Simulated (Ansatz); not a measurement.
**AlGa2N2: density, localisation and related maps**

The calculation's input:

```
crystal:
  lattice:
    - [-2.064344241, 2.064344241, 4.6207405458]
    - [2.064344241, -2.064344241, 4.6207405458]
    - [2.064344241, 2.064344241, -4.6207405458]
  atoms:
    - { symbol: Al, position: [0.5, 0.5, 0.0] }
    - { symbol: Ga, position: [0.75, 0.25, 0.5] }
    - { symbol: Ga, position: [0.25, 0.75, 0.5] }
    - { symbol: "N", position: [0.3003662594, 0.3003662594, 0.0] }
    - { symbol: "N", position: [0.6996337406, 0.6996337406, 0.0] }
basis:
  ecutwfc: 420
kpoints:
  mp_grid: { grid: [12, 12, 12] }
hamiltonian:
  xc: pbe
scf:
  occupations: { method: gaussian, width: 0.1 }
output:
  forces: true
  stress: true
  eigenvalues: true
  write_density: true
  write_potential: true
  elf: true
  volumetric_format: npy
relax:
  adjacent_minimum: "off"
  f_tol: 0.01
  max_steps: 80
  cell: { stress_tol: 0.05 }
```

Command:

```sh
ansatz run input.yaml --threads 1 --pin off --max-ram 2560MiB --backend cpu --events-out ev --progress --plain --runs-dir out
```

Below, planes, directions and counts refer to the conventional cell (a = 4.14 Å, b = 4.14 Å, c = 9.30 Å, α = 90.00°, β = 90.00°, γ = 90.00°).

The fields are those of the run's last geometry, not of the input's.

Space group I4/mmm; a structure generated by program, which may or may not match a known phase; computed without spin polarisation.

The calculation used DFT PBE, scalar-relativistic, plane waves, PAW in Ansatz 0.2.0.

Core electrons are frozen (PAW), and the valence fields are smoothed inside the atomic spheres.

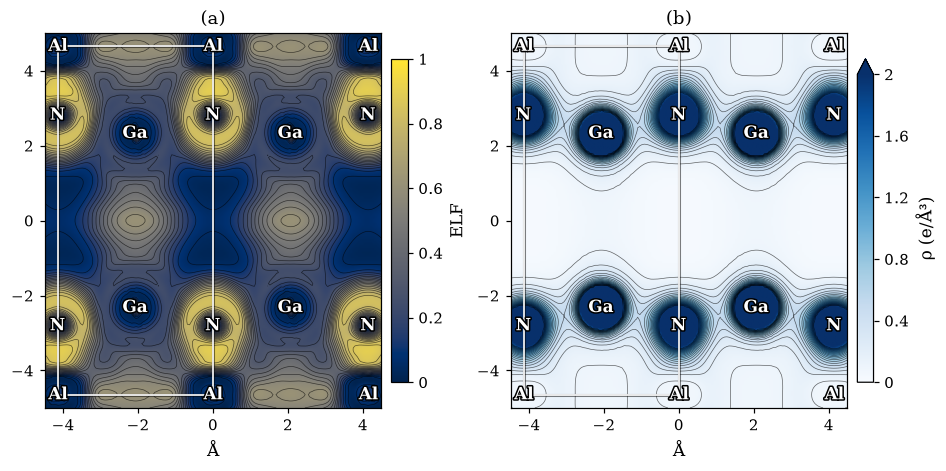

Figure 1. (a) ELF; (b) valence electron density on the (100) plane of the conventional cell.

Question: What does the map show?

Answer:
- The plane passes through Al, Ga and N nuclei.
- Al–N (1.84 Å): ρ is about 0.76 e/Å³ halfway; the ELF peaks at about 0.90 in the valence shell of N, 0.7 Å from its nucleus, and is about 0.90 at the midpoint.
- Ga–N (2.13 Å): ρ is about 0.51 e/Å³ halfway; the ELF peaks at about 0.80 in the valence shell of N, 0.7 Å from its nucleus, and is about 0.35 at the midpoint.
- Between the atoms the lowest density in this plane is 0.02 e/Å³.
- The features right at Ga lie inside the PAW spheres, where the map follows smoothed inner orbitals and isn't to be read closely.

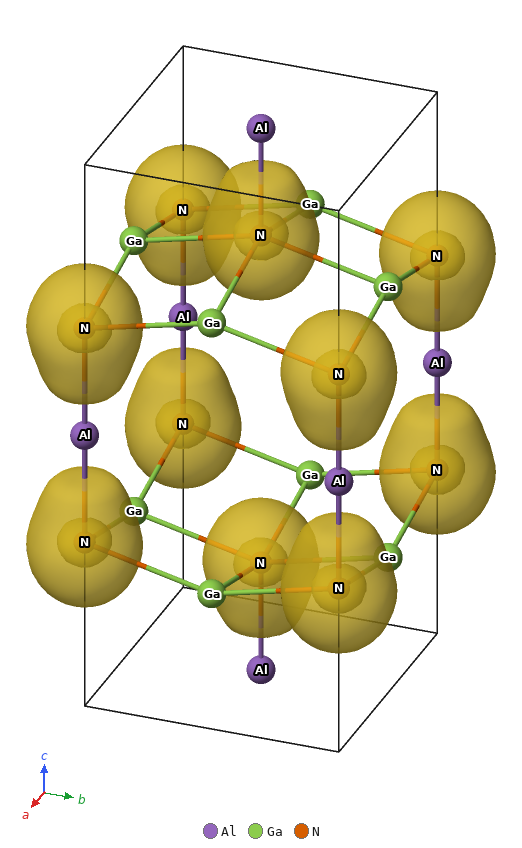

Figure 2. Isosurface of the electron localisation function at 0.65 (yellow), seen at an oblique angle. Only the valence region is drawn (cores and ρ < 0.01 e/Å³ removed). Sticks mark near contacts.

Question: Identify the bonds, lone pairs and shells in this picture.

Answer: The ELF exceeds this value in four regions on N in which the atom's valence shell and bonds are merged, counted in one cell of 10 atoms. Any copies at cell faces, edges or corners count once.

Question: Does the calculation make it a metal, or give it a gap?

Answer: It is gapless in this calculation (a metal or semimetal).
